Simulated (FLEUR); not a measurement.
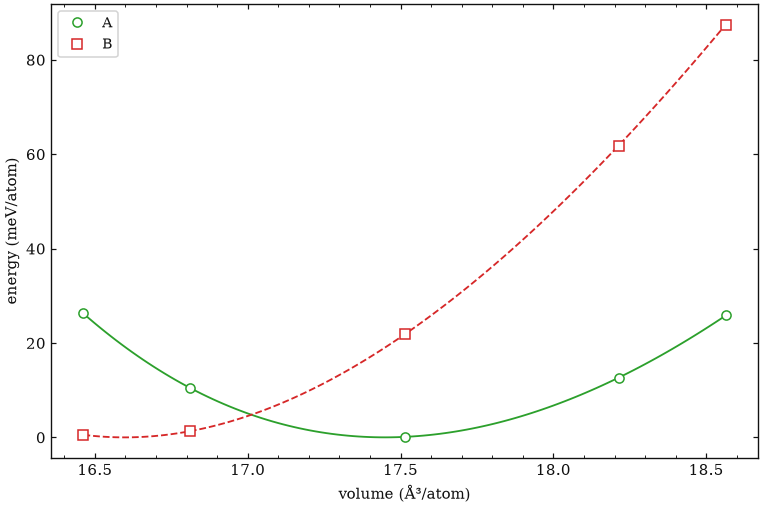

The figure shows the energy against volume, with one curve for each functional, for InPd (space group Pm-3m). The labels are replaced by letters. In alphabetical order the cases are: LDA; r2SCAN.

Computed with FLEUR MaX-R8.1 (later development tree): all-electron LAPW DFT, no spin polarisation; energies at scaled volumes of the given cell, shape and fractions fixed, counted from the fit's minimum, third-order Birch-Murnaghan fit. All runs: no spin polarisation.

```csv
setting,value
k mesh,8×8×8
occupations,Fermi–Dirac
smearing width,0.05 eV
potentials,all electron
```

Which letter stands for which functional?

Answer. A: r2SCAN; B: LDA.
